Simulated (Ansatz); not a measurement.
## A series of single points on Ca

System: Ca (Pm-3m, 1 atom in the cell).
Method: DFT PBEsol, scalar-relativistic, plane waves, PAW, no spin polarisation (Ansatz 0.2.0).

The 7 runs differ only in the geometry, by an even scaling of the cell at fixed fractional positions. The structure derives from a Materials Project entry.

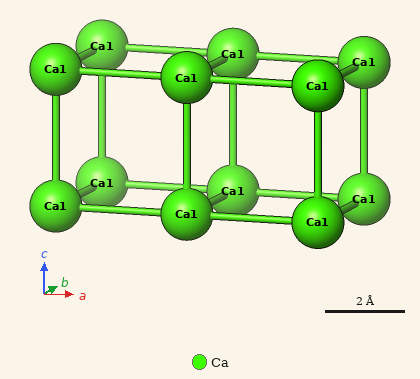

Figure 1. The structure of run 4 (ball-and-stick view of the cell of the calculation, repeated 2 × 1 × 1, seen slightly off an axis; atoms are numbered from 1 in the order of the input).

**Input of run 4**
```yaml
crystal:
  lattice:
    - [3.5485914559, 0.0, 0.0]
    - [0.0, 3.5485914559, 0.0]
    - [0.0, 0.0, 3.5485914559]
  atoms:
    - { symbol: Ca, position: [0.0, 0.0, 0.0] }
basis:
  ecutwfc: 420
kpoints:
  mp_grid: { grid: [12, 12, 12] }
hamiltonian:
  xc: pbesol
scf:
  occupations: { method: gaussian, width: 0.1 }
output:
  forces: true
  stress: true
  eigenvalues: true
```

Command:
```bash
ansatz run input.yaml --threads 1 --pin off --max-ram 1331MiB --backend cpu --events-out ev --progress --plain --runs-dir out
```

Lattice vectors (Å) and fractional positions of run 4:
```
   3.548591    0.000000    0.000000
   0.000000    3.548591    0.000000
   0.000000    0.000000    3.548591
Ca  0.000000  0.000000  0.000000
```

Run 2 differs from it as follows:
```diff
-    - [3.5485914559, 0.0, 0.0]
-    - [0.0, 3.5485914559, 0.0]
-    - [0.0, 0.0, 3.5485914559]
+    - [3.435838083, 0.0, 0.0]
+    - [0.0, 3.435838083, 0.0]
+    - [0.0, 0.0, 3.435838083]
```

**Results, with one run withheld**

| run | volume per atom (Å³) | free energy per atom, from the lowest run given (meV) | pressure (GPa) |
| --- | --- | --- | --- |
| 1 | 38.277 | 0.00 | 0.93 |
| 2 | 40.560 | ? | ? |
| 3 | 44.415 | 1.50 | −0.80 |
| 4 | 44.686 | 2.90 | −0.85 |
| 5 | 44.818 | 3.61 | −0.88 |
| 6 | 45.468 | 7.41 | −0.99 |
| 7 | 47.226 | 19.90 | −1.28 |

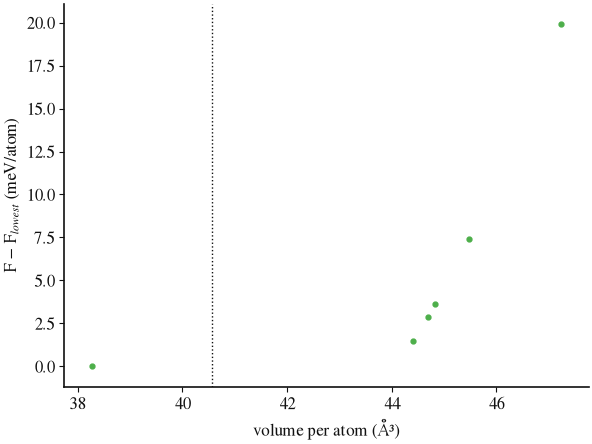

Figure 2. Free energy per atom of the runs given; the dotted line marks run 2.

Estimate the energy of run 2 from the others.

A cubic polynomial in V^(−2/3) (the Birch–Murnaghan form), fitted to the 6 runs given, misses them by under 0.01 meV per atom. With x = V^(−2/3) − 0.08025 Å⁻², it reads F = −0.51933 − 3666.9 x + 4.8931e+05 x² − 1.3324e+06 x³ (meV per atom). At run 2 it gives −7.26 meV per atom, and the run itself gives −7.39. The slope of the fit gives a pressure −dF/dV of 0.14 GPa there, and the run prints 0.14 GPa. The fit has its minimum at 41.034 Å³ per atom, where V d²F/dV² gives 11.6 GPa: the bulk modulus at this level, since symmetry fixes the shape and the positions.

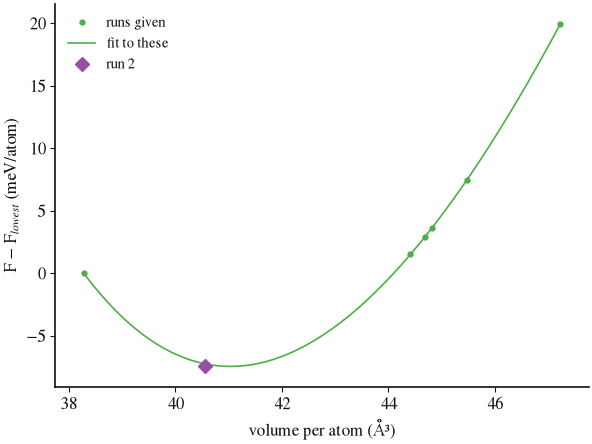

Figure 3. The fit and the withheld run.

**Output, shortened to warnings, some set-up lines, iterations and results (run 2)**
```
Basis set: ecut = 420 eV, 751 PW (Γ), exchange–correlation on 48×48×48 points (8 copies of the dense FFT grid, shifted against one another)
Symmetry: 48 space group operations
k-points: 84 of 1728
Initial density: superposition of atomic densities (neutral atoms: chi_scale 0, normalization atom), corrected by the library's trained network
[...]
SCF iter   1: F=—  HF=-1793.343014 eV  |F-HF|=—  |Δ(HF+E_count)|=         —  Δρ=2.42e-3  dr2=2.79e-3  ethr=1.77e-3  ⟨swp⟩=5.8  Hψ=6062  notcnv=0
SCF iter   2: F=—  HF=-1793.342445 eV  |F-HF|=—  |Δ(HF+E_count)|=   5.70e-4  Δρ=1.22e-3  dr2=8.81e-4  ethr=2.79e-5  ⟨swp⟩=1.6  Hψ=1618  notcnv=0
SCF iter   3: F=—  HF=-1793.342257 eV  |F-HF|=—  |Δ(HF+E_count)|=   1.87e-4  Δρ=1.36e-4  dr2=1.15e-5  ethr=8.81e-6  ⟨swp⟩=2.8  Hψ=1132  notcnv=0
SCF iter   4: F=—  HF=-1793.342255 eV  |F-HF|=—  |Δ(HF+E_count)|=   2.77e-6  Δρ=1.06e-5  dr2=8.98e-8  ethr=1.15e-7  ⟨swp⟩=1.9  Hψ=841  notcnv=0
SCF iter   5: F=-1793.342255 eV  HF=-1793.342255 eV  |F-HF|=1.61e-10  |Δ(HF+E_count)|=   3.09e-8  Δρ=1.93e-6  dr2=1.15e-9  ethr=8.98e-10  ⟨swp⟩=2.5  Hψ=1132  notcnv=0
SCF iter   6: F=-1793.342255 eV  HF=-1793.342255 eV  |F-HF|=4.77e-12  |Δ(HF+E_count)|=  3.65e-10  Δρ=1.76e-7  dr2=5.03e-12  ethr=1.15e-11  ⟨swp⟩=1.1  Hψ=2143  notcnv=0
SCF 1 converged in 6 iterations: F = -1793.342255 eV  dr2 = 5.03e-12
SCF converged after 6 iterations
Free energy (F): -1793.342255 eV
Harris-Foulkes:  -1793.342255 eV  (|F-HF|=4.77e-12)
Internal energy: -1793.338234 eV  (E = F + TS)
E sigma→0 (E₀):  -1793.340244 eV
Entropy (-TS):   -0.004020 eV (-4.020 meV/atom)
Fermi energy:    5.065015 eV
--- Per-component energies (eV) ---
  E_band       = -173.557510
  E_kinetic    = 276.073256
  E_local      = -856.125170  (includes V_loc(G=0)·N_el)
  E_nonlocal   = 64.886101
  E_hartree    = 287.439014
  E_xc         = -134.401426
  E_vxc        = -168.413357  (∫ρ·V_xc dr)
  E_paw        = -836.771126  (= ΣΔE_a)
  E_vpaw       = -64.856340  (= ΣTr[D̂ρ^β])
  E_aug_tail   = -0.000006  (compensation charges beyond the density's cutoff)
  E_ewald      = -594.557672
  E_core_change = 0.118794  (= ΣΔE_core)
  E_smearing   = -0.004020  (= −TS)
  E_closure    = 0.000000  (closes the sum)
  Σ components = -1793.342255   (vs F -1793.342255, Δ=0.00e0)
--- Forces (eV/Å), atoms counted from 1 ---
  atom   1  Ca     0.00000000     0.00000000     0.00000000
  max |Σ_I F_I| component: 3.70e-32 eV/Å
--- Stress (GPa, compression-positive) ---
        0.137984       0.000000       0.000000
       -0.000000       0.137984       0.000000
        0.000000       0.000000       0.137984
  P = ⅓ Tr σ = 0.1380 GPa (1.380 kbar)
```
